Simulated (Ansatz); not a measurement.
# Geometry relaxation, with input and output: Tl

Tl (1 atom in the cell), computed with DFT, LDA, PAW with Ansatz's default frozen-core files, fully relativistic files with spin-orbit coupling (Ansatz 0.2.0).

The structure was built on a prototype by a generator; it need not be a known phase. It belongs to a series of runs on one base structure; here: bcc relaxed, PAW files. Figures and captions count atoms from 1; the log counts them from 0 in places.

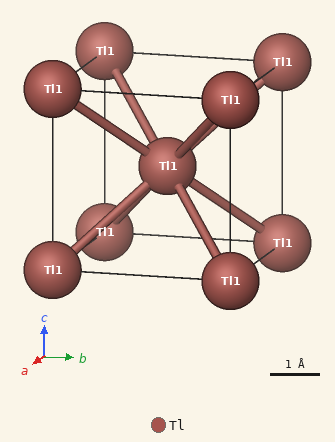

*The structure as given in the input (ball-and-stick view of the cell 2 times as large as that of the calculation, set on its symmetry axes, seen slightly off an axis; atoms are numbered from 1 in the order of the input).*

### Summary

- outcome: converged
- space group (tolerance 0.01 Å): Im-3m (229)
- electrons treated: 13
- free energy: −11180.7426 eV
- Fermi energy: 10.847 eV
- net moment of the cell: 0.00 μB
- integrated absolute moment: 0.00 μB
- pressure: 0.00 GPa
- final volume: 26.78 Å³
- largest force (length of the vector) at the end: under 0.001 eV/Å
- final cell: a = 3.264 Å, b = 3.264 Å, c = 3.264 Å, α = 109.47°, β = 109.47°, γ = 109.47°
- hardware: 2 threads of Arm Neoverse V2, 24 GiB of memory available, shared host
- wall time: 12 s (CPU time 22 s)
- peak memory: 0.41 GiB

### The input
```yaml
crystal:
  lattice:
    - [-1.8961139409, 1.8961139409, 1.8961139409]
    - [1.8961139409, -1.8961139409, 1.8961139409]
    - [1.8961139409, 1.8961139409, -1.8961139409]
  atoms:
    - { symbol: Tl, position: [0.0, 0.0, 0.0] }
kpoints:
  mp_grid: { grid: [15, 15, 15] }
scf:
  occupations: { method: fermi_dirac, width: 0.05 }
hamiltonian:
  xc: lda
  pseudopotentials: { kind: paw_fr }
output:
  forces: true
  stress: true
relax:
  f_tol: 0.005
  max_steps: 40
  cell: {}
magnetization:
  noncollinear: true
  spin_orbit: true
```

Launched with:
```bash
ansatz run input.yaml --threads 2 --pin off --max-ram 5120MiB --backend cpu --events-out ev --progress --plain --runs-dir out
```

### The program's output
```
Engine: ansatz 0.2.0, aarch64-unknown-linux-gnu
Pseudopotentials: kind: paw_fr
Pseudopotential: Tl, paw_fr, valence charge 13, recommended cutoff 420 eV (normal), Tl.paw.azcp#standard-fr
Functional definition: SPW92
  exchange = slater_x
  correlation = pw_c
non-collinear run that drives no moment, with spin-orbit: no starting moment large enough to seed its density (crystal.atoms[].spin), no starting occupations that ask for one, no magnetisation constraint and no magnetic field, so the semilocal B_xc is pinned to zero
Crystal: 1 atoms, lattice volume = 27.268 Å³
Basis set: ecut = 420 eV, 555 PW (Γ)
Bands: 22, of which v1, the nominal top of the filled ones, is band 13 counted from 1 (12 counted from 0)
Symmetry: 48 space group operations + 48 with time reversal
Magnetic group: BNS 229.141 (UNI 1643), of the structure as read, at distance tolerance 3.0e-5 Å
k-points: 120 of 3375
Projection manifold: j_resolved (fully-relativistic pseudo-atomic orbitals)
Non-local potential: Tl, projectors of the file, l = 0: 2, l = 1: 4, l = 2: 4, l = 3: 2
PAW form: soft (Blöchl's): semilocal exchange-correlation on the pseudo side does not see the compensation charge
PAW frozen core: Tl, regenerated for the run's functional, and the local potential with it (the file was generated under x = pbe(κ = 0.804, μ = 0.2195149727645171), c = pbe(β = 0.06672455060314922))
PAW one-centre angular grid: Tl, 590 points (default); XC on 64 Gauss nodes
Initial density: superposition of atomic densities (chi_scale 0.1, normalization cell)
Initial wavefunctions: pseudopotential atomic-orbital guess
Functional: x = slater, c = lda
SCF iter   1: F=—  HF=-11180.788121 eV  |F-HF|=—  |Δ(HF+E_count)|=         —  Δρ=1.68e-2  dr2=1.01e-1  dr2_m=0.00e0 (ungated)  ethr=3.10e-3  |M|=0.00e0 ∫|m|=0.00e0 μB  |m|>n=0.0e0 m-floor=0.0e0 τ_xc=0.0e0  β_m=0.30  ⟨swp⟩=9.5  Hψ=8428  notcnv=0  defer=24
preconditioner: auto → Kerker (q_TF=auto, 2.411 Å⁻¹)  [metal: Δε(μ)=0.013 eV  Ē_g=17.477 eV  σ=0.050 eV  W_gap=0.06  n_scr=12 (ndim 8)  ℏωp=25.6 eV  f_vac=0.000  D(μ)=0.55/eV (n_scr^D=0)]
spin=Noncollinear: Kerker preconditioning applied to the charge; magnetization (m_x, m_y, m_z) channels mix plain (no charge-response kernel on spin).
SCF iter   2: F=—  HF=-11180.761498 eV  |F-HF|=—  |Δ(HF+E_count)|=   2.66e-2  Δρ=1.16e-2  dr2=4.99e-2  dr2_m=0.00e0 (ungated)  ethr=7.79e-4  |M|=0.00e0 ∫|m|=0.00e0 μB  |m|>n=0.0e0 m-floor=0.0e0 τ_xc=0.0e0  β_m=0.61  ⟨swp⟩=1.2  Hψ=1829  notcnv=0  defer=118
SCF iter   3: F=—  HF=-11180.741582 eV  |F-HF|=—  |Δ(HF+E_count)|=   1.99e-2  Δρ=2.75e-3  dr2=1.18e-3  dr2_m=0.00e0 (ungated)  ethr=3.84e-4  |M|=0.00e0 ∫|m|=0.00e0 μB  |m|>n=0.0e0 m-floor=0.0e0 τ_xc=0.0e0  β_m=0.81  ⟨swp⟩=2.0  Hψ=2209  notcnv=0  defer=394
SCF iter   4: F=—  HF=-11180.741475 eV  |F-HF|=—  |Δ(HF+E_count)|=   1.07e-4  Δρ=5.34e-4  dr2=1.21e-4  dr2_m=0.00e0 (ungated)  ethr=9.07e-6  |M|=0.00e0 ∫|m|=0.00e0 μB  |m|>n=0.0e0 m-floor=0.0e0 τ_xc=0.0e0  β_m=0.80  ⟨swp⟩=2.0  Hψ=2237  notcnv=0  defer=432
SCF iter   5: F=—  HF=-11180.741435 eV  |F-HF|=—  |Δ(HF+E_count)|=   3.98e-5  Δρ=1.38e-4  dr2=5.10e-6  dr2_m=0.00e0 (ungated)  ethr=9.34e-7  |M|=0.00e0 ∫|m|=0.00e0 μB  |m|>n=0.0e0 m-floor=0.0e0 τ_xc=0.0e0  β_m=0.90  ⟨swp⟩=2.4  Hψ=1875  notcnv=0  defer=432
SCF iter   6: F=—  HF=-11180.741438 eV  |F-HF|=—  |Δ(HF+E_count)|=   2.64e-6  Δρ=1.79e-5  dr2=8.69e-8  dr2_m=0.00e0 (ungated)  ethr=7.69e-10  |M|=0.00e0 ∫|m|=0.00e0 μB  |m|>n=0.0e0 m-floor=0.0e0 τ_xc=0.0e0  β_m=0.95  ⟨swp⟩=2.8  Hψ=4562  notcnv=0
SCF iter   7: F=-11180.741438 eV  HF=-11180.741438 eV  |F-HF|=1.73e-9  |Δ(HF+E_count)|=   3.44e-8  Δρ=5.55e-6  dr2=7.39e-9  dr2_m=0.00e0 (ungated)  ethr=6.68e-10  |M|=0.00e0 ∫|m|=0.00e0 μB  |m|>n=0.0e0 m-floor=0.0e0 τ_xc=0.0e0  ⟨swp⟩=2.7  Hψ=4424  notcnv=0
SCF 1 converged in 7 iterations: F = -11180.741438 eV  dr2 = 7.39e-9
  greatest PAW one-centre occupation: 0.961 electrons in one spin orbital (limit 2), on the Tl atom at site 0 (counted from 0), in its partial waves of l = 2
relax step   1: F+E_penalty+E_count = -11180.74143787 eV  Δ(F+E_penalty+E_count) = +0.000e0 eV  max|allowed force component| = 0.000e0 eV/Å  Δτ_max = 0.0000 Å  P = -0.769 GPa  Ω = 27.268 Å³  (7 SCF iters, dr2 threshold 1.00e-7 eV, accepted)
Crystal: 1 atoms, lattice volume = 26.817 Å³
Basis set: ecut = 420 eV, 531 PW (Γ)
Projection manifold: j_resolved (fully-relativistic pseudo-atomic orbitals)
Initial density: handed on by an earlier stage of this run
Initial wavefunctions: those handed on with the density
iter 1 solved again at ethr=5.63e-7 eV; its pass at ethr=3.10e-3 eV (dr2=7.33e-5 eV) is discarded
SCF iter   1: F=—  HF=-11180.742779 eV  |F-HF|=—  |Δ(HF+E_count)|=         —  Δρ=4.51e-4  dr2=7.03e-5  dr2_m=0.00e0 (ungated)  ethr=5.63e-7  |M|=0.00e0 ∫|m|=0.00e0 μB  |m|>n=0.0e0 m-floor=0.0e0 τ_xc=0.0e0  β_m=0.30  ⟨swp⟩=1.6  Hψ=7457  notcnv=0
preconditioner: auto → Kerker (q_TF=auto, 2.418 Å⁻¹)  [metal: Δε(μ)=0.018 eV  Ē_g=17.949 eV  σ=0.050 eV  W_gap=0.09  n_scr=12 (ndim 8)  ℏωp=25.9 eV  f_vac=0.000  D(μ)=0.55/eV (n_scr^D=0)]
spin=Noncollinear: Kerker preconditioning applied to the charge; magnetization (m_x, m_y, m_z) channels mix plain (no charge-response kernel on spin).
SCF iter   2: F=—  HF=-11180.742765 eV  |F-HF|=—  |Δ(HF+E_count)|=   1.43e-5  Δρ=3.28e-4  dr2=3.62e-5  dr2_m=0.00e0 (ungated)  ethr=5.41e-7  |M|=0.00e0 ∫|m|=0.00e0 μB  |m|>n=0.0e0 m-floor=0.0e0 τ_xc=0.0e0  β_m=0.65  ⟨swp⟩=1.0  Hψ=1320  notcnv=0
SCF iter   3: F=—  HF=-11180.742751 eV  |F-HF|=—  |Δ(HF+E_count)|=   1.39e-5  Δρ=6.51e-5  dr2=7.94e-7  dr2_m=0.00e0 (ungated)  ethr=2.78e-7  |M|=0.00e0 ∫|m|=0.00e0 μB  |m|>n=0.0e0 m-floor=0.0e0 τ_xc=0.0e0  β_m=0.82  ⟨swp⟩=2.8  Hψ=2224  notcnv=0
SCF iter   4: F=-11180.742751 eV  HF=-11180.742751 eV  |F-HF|=3.76e-9  |Δ(HF+E_count)|=   1.67e-7  Δρ=8.33e-6  dr2=1.23e-8  dr2_m=0.00e0 (ungated)  ethr=7.69e-10  |M|=0.00e0 ∫|m|=0.00e0 μB  |m|>n=0.0e0 m-floor=0.0e0 τ_xc=0.0e0  ⟨swp⟩=3.6  Hψ=3479  notcnv=0
SCF 2 converged in 4 iterations: F = -11180.742751 eV  dr2 = 1.23e-8
relax step   2: F+E_penalty+E_count = -11180.74275090 eV  Δ(F+E_penalty+E_count) = -1.313e-3 eV  max|allowed force component| = 0.000e0 eV/Å  Δτ_max = 0.0000 Å  P = -0.065 GPa  Ω = 26.817 Å³  energy of the carried Pulay correction = +1.216e-4 eV  (4 SCF iters, dr2 threshold 1.00e-7 eV, accepted)
Crystal: 1 atoms, lattice volume = 26.776 Å³
Projection manifold: j_resolved (fully-relativistic pseudo-atomic orbitals)
iter 1 solved again at ethr=2.82e-9 eV; its pass at ethr=3.10e-3 eV (dr2=3.67e-7 eV) is discarded
SCF iter   1: F=—  HF=-11180.742770 eV  |F-HF|=—  |Δ(HF+E_count)|=         —  Δρ=4.20e-5  dr2=6.63e-7  dr2_m=0.00e0 (ungated)  ethr=2.82e-9  |M|=0.00e0 ∫|m|=0.00e0 μB  |m|>n=0.0e0 m-floor=0.0e0 τ_xc=0.0e0  β_m=0.30  ⟨swp⟩=2.7  Hψ=7364  notcnv=0
preconditioner: auto → Kerker (q_TF=auto, 2.419 Å⁻¹)  [metal: Δε(μ)=0.017 eV  Ē_g=17.967 eV  σ=0.050 eV  W_gap=0.08  n_scr=12 (ndim 8)  ℏωp=25.9 eV  f_vac=0.000  D(μ)=0.55/eV (n_scr^D=0)]
spin=Noncollinear: Kerker preconditioning applied to the charge; magnetization (m_x, m_y, m_z) channels mix plain (no charge-response kernel on spin).
SCF iter   2: F=—  HF=-11180.742770 eV  |F-HF|=—  |Δ(HF+E_count)|=   1.33e-7  Δρ=3.09e-5  dr2=3.46e-7  dr2_m=0.00e0 (ungated)  ethr=2.82e-9  |M|=0.00e0 ∫|m|=0.00e0 μB  |m|>n=0.0e0 m-floor=0.0e0 τ_xc=0.0e0  β_m=0.65  ⟨swp⟩=1.0  Hψ=1331  notcnv=0
SCF iter   3: F=—  HF=-11180.742770 eV  |F-HF|=—  |Δ(HF+E_count)|=   1.35e-7  Δρ=6.51e-6  dr2=1.12e-8  dr2_m=0.00e0 (ungated)  ethr=2.66e-9  |M|=0.00e0 ∫|m|=0.00e0 μB  |m|>n=0.0e0 m-floor=0.0e0 τ_xc=0.0e0  β_m=0.80  ⟨swp⟩=2.1  Hψ=2117  notcnv=0
SCF iter   4: F=-11180.742770 eV  HF=-11180.742770 eV  |F-HF|=6.55e-11  |Δ(HF+E_count)|=   2.60e-9  Δρ=1.29e-6  dr2=2.98e-10  dr2_m=0.00e0 (ungated)  ethr=8.03e-11  |M|=0.00e0 ∫|m|=0.00e0 μB  |m|>n=0.0e0 m-floor=0.0e0 τ_xc=0.0e0  ⟨swp⟩=3.0  Hψ=3363  notcnv=0
SCF 3 converged in 4 iterations: F = -11180.742770 eV  dr2 = 2.98e-10
relax step   3: F+E_penalty+E_count = -11180.74276988 eV  Δ(F+E_penalty+E_count) = -1.898e-5 eV  max|allowed force component| = 0.000e0 eV/Å  Δτ_max = 0.0000 Å  P = +0.003 GPa  Ω = 26.776 Å³  energy of the carried Pulay correction = +1.327e-4 eV  (4 SCF iters, dr2 threshold 1.04e-8 eV, accepted)
Projection manifold: j_resolved (fully-relativistic pseudo-atomic orbitals)
Initial wavefunctions: pseudopotential atomic-orbital guess (no wavefunctions were taken with the density)
iter 1 solved again at ethr=1.83e-6 eV; its pass at ethr=3.10e-3 eV (dr2=2.37e-4 eV) is discarded
SCF iter   1: F=—  HF=-11180.742637 eV  |F-HF|=—  |Δ(HF+E_count)|=         —  Δρ=3.02e-5  dr2=4.68e-8  dr2_m=0.00e0 (ungated)  ethr=1.83e-6  |M|=0.00e0 ∫|m|=0.00e0 μB  |m|>n=0.0e0 m-floor=0.0e0 τ_xc=0.0e0  β_m=0.30  ⟨swp⟩=2.2  Hψ=11066  notcnv=0
eigensolver tolerance schedule: the retry pair's looser diagonalisation over-reported the residual by 5072.03 of it (diagonalisation noise at an unbounded share of the residual, at the tolerance the schedule requests for it); recorded, not acted on — ethr = c·dr2/N_el stays at c = 1.0e-1
preconditioner: auto → Kerker (q_TF=auto, 2.419 Å⁻¹)  [metal: Δε(μ)=0.017 eV  Ē_g=17.968 eV  σ=0.050 eV  W_gap=0.08  n_scr=12 (ndim 8)  ℏωp=25.9 eV  f_vac=0.000  D(μ)=0.55/eV (n_scr^D=0)]
spin=Noncollinear: Kerker preconditioning applied to the charge; magnetization (m_x, m_y, m_z) channels mix plain (no charge-response kernel on spin).
SCF iter   2: F=—  HF=-11180.742637 eV  |F-HF|=—  |Δ(HF+E_count)|=   1.21e-7  Δρ=2.14e-5  dr2=2.14e-8  dr2_m=0.00e0 (ungated)  ethr=3.60e-10  |M|=0.00e0 ∫|m|=0.00e0 μB  |m|>n=0.0e0 m-floor=0.0e0 τ_xc=0.0e0  β_m=0.61  ⟨swp⟩=2.1  Hψ=2072  notcnv=0
SCF iter   3: F=—  HF=-11180.742637 eV  |F-HF|=—  |Δ(HF+E_count)|=  2.04e-10  Δρ=2.51e-6  dr2=6.81e-10  dr2_m=0.00e0 (ungated)  ethr=1.65e-10  |M|=0.00e0 ∫|m|=0.00e0 μB  |m|>n=0.0e0 m-floor=0.0e0 τ_xc=0.0e0  β_m=0.81  ⟨swp⟩=2.0  Hψ=1941  notcnv=0
SCF iter   4: F=—  HF=-11180.742637 eV  |F-HF|=—  |Δ(HF+E_count)|=  1.27e-11  Δρ=6.07e-7  dr2=4.71e-11  dr2_m=0.00e0 (ungated)  ethr=5.24e-12  |M|=0.00e0 ∫|m|=0.00e0 μB  |m|>n=0.0e0 m-floor=0.0e0 τ_xc=0.0e0  β_m=0.72  ⟨swp⟩=2.0  Hψ=2076  notcnv=0
SCF iter   5: F=-11180.742637 eV  HF=-11180.742637 eV  |F-HF|=1.82e-12  |Δ(HF+E_count)|=  4.73e-11  Δρ=1.25e-7  dr2=1.92e-12  dr2_m=0.00e0 (ungated)  ethr=1.00e-12  |M|=0.00e0 ∫|m|=0.00e0 μB  |m|>n=0.0e0 m-floor=0.0e0 τ_xc=0.0e0  ⟨swp⟩=4.5  Hψ=4226  notcnv=0
SCF 4 converged in 5 iterations: F = -11180.742637 eV  dr2 = 1.92e-12
relax step   4: F+E_penalty+E_count = -11180.74263655 eV  Δ(F+E_penalty+E_count) = +1.333e-4 eV  max|allowed force component| = 0.000e0 eV/Å  Δτ_max = 0.0000 Å  P = +0.002 GPa  Ω = 26.776 Å³  stress off target by 1.91e-3 GPa  SCF on the basis re-selected at this cell (its energy is not comparable with the rows above)  (5 SCF iters)
```

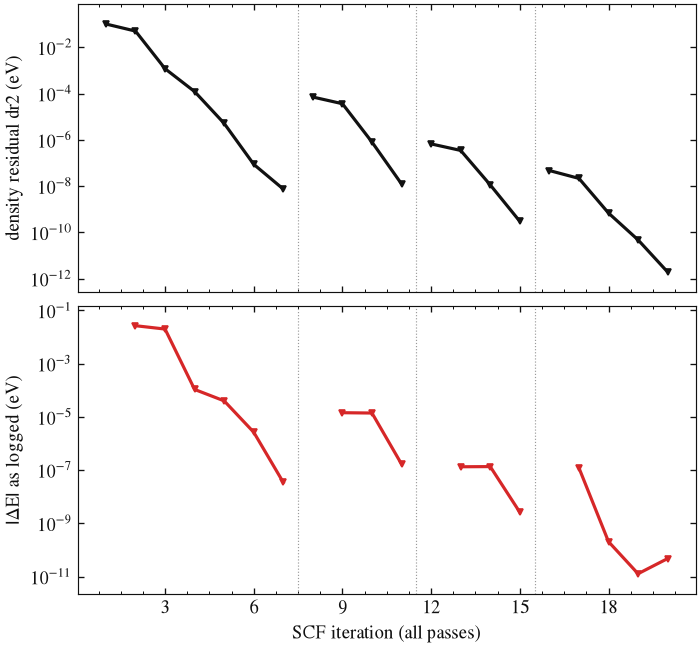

*Convergence of the self-consistent field: density residual dr2 and size of the energy change against the SCF iteration. The dotted lines part the SCF passes of the relaxation: geometry steps, rejected trials and re-solves on a re-selected basis.*

The passes take 7, 4, 4 and 5 iterations.

```
basis re-selected at this cell: Δ(F+E_penalty+E_count) = +1.333e-4 eV, ΔP = -0.001 GPa vs the last step (what re-selecting the basis moved, of the pressure what is left beyond the Pulay correction that the steps carried, after the strain that the cell walked since its last selection, with what the two solves' SCF thresholds leave and, on support functions, any second-order correction that the steps lacked; it is no measure of the basis error at this ecutwfc). This SCF's stress stands 1.91e-3 GPa from its target on what of the cell is left free (relax.cell.stress_tol is 5.00e-2 GPa) and its largest allowed force component is 0.00e0 eV/Å (relax.f_tol is 5.00e-3 eV/Å): within both
SCF converged after 5 iterations
Magnetization: |M| = 0.0000 μB,  M = (+0.0000, +0.0000, +0.0000) μB
Absolute magnetization: 0.0000 μB (∫|m|)
  site 0: m = (+0.0000, +0.0000, +0.0000) μB, |m| = 0.0000 μB  (R = 1.35 Å)
Free energy (F): -11180.742637 eV
Harris-Foulkes:  -11180.742637 eV  (|F-HF|=1.82e-12)
Internal energy: -11180.738133 eV  (E = F + TS)
E sigma→0 (E₀):  -11180.740385 eV
Entropy (-TS):   -0.004503 eV (-4.503 meV/atom)
Fermi energy:    10.846982 eV
--- Per-component energies (eV) ---
  E_band       = 15.366205
  E_kinetic    = 334.572472
  E_local      = -836.416909  (includes V_loc(G=0)·N_el)
  E_nonlocal   = 320.598173
  E_hartree    = 307.621819
  E_xc         = -229.182829
  E_vxc        = -143.688502  (∫ρ·V_xc dr)
  E_paw        = -9903.032284  (= ΣΔE_a)
  E_vpaw       = -274.942697  (= ΣTr[D̂ρ^β])
  E_aug_tail   = 0.000031  (compensation charges beyond the density's cutoff)
  E_ewald      = -1174.788714
  E_core_change = -0.109893  (= ΣΔE_core)
  E_smearing   = -0.004503  (= −TS)
  E_closure    = 0.000000  (closes the sum)
  Σ components = -11180.742637   (vs F -11180.742637, Δ=0.00e0)
--- Forces (eV/Å), atoms counted from 1 ---
  atom   1  Tl    -0.00000000     0.00000000     0.00000000
  max |Σ_I F_I| component: 5.92e-30 eV/Å
--- Stress (GPa, compression-positive) ---
        0.001908      -0.000000       0.000000
        0.000000       0.001908       0.000000
        0.000000      -0.000000       0.001908
  P = ⅓ Tr σ = 0.0019 GPa (0.019 kbar)
--- Relaxed structure (3 steps of the walk, 3 accepted, 1 SCFs on fresh bases) ---
  F+E_penalty+E_count = -11180.74263655 eV   max|allowed force component| = 0.000e0 eV/Å   (the final SCF, on the basis selected at the relaxed cell)
  cell:  # Å, volume = 26.7760 Å³
    - [-1.8846411221383228, 1.8846411221383228, 1.8846411221383228]
    - [1.8846411221383228, -1.8846411221383228, 1.8846411221383228]
    - [1.8846411221383228, 1.8846411221383228, -1.8846411221383228]
  atoms:
    - { symbol: Tl, position: [0.0, 0.0, 0.0] }
```

### Trajectory as extended XYZ (Å, eV, eV/Å), 4 frames, from step=1 to step=4
```
1
Lattice="-1.8961 1.8961 1.8961 1.8961 -1.8961 1.8961 1.8961 1.8961 -1.8961" Properties=species:S:1:pos:R:3:forces:R:3 step=1 energy=-11180.74144 pressure_GPa=-0.77
Tl    0.0000    0.0000    0.0000    0.0000   0.0000   0.0000
1
Lattice="-1.8856 1.8856 1.8856 1.8856 -1.8856 1.8856 1.8856 1.8856 -1.8856" Properties=species:S:1:pos:R:3:forces:R:3 step=2 energy=-11180.74275 pressure_GPa=-0.06
Tl    0.0000    0.0000    0.0000    0.0000   0.0000   0.0000
1
Lattice="-1.8846 1.8846 1.8846 1.8846 -1.8846 1.8846 1.8846 1.8846 -1.8846" Properties=species:S:1:pos:R:3:forces:R:3 step=3 energy=-11180.74277 pressure_GPa=0.00
Tl    0.0000    0.0000    0.0000    0.0000   0.0000   0.0000
1
Lattice="-1.8846 1.8846 1.8846 1.8846 -1.8846 1.8846 1.8846 1.8846 -1.8846" Properties=species:S:1:pos:R:3:forces:R:3 step=4 energy=-11180.74264 pressure_GPa=0.00
Tl    0.0000    0.0000    0.0000    0.0000   0.0000   0.0000
```
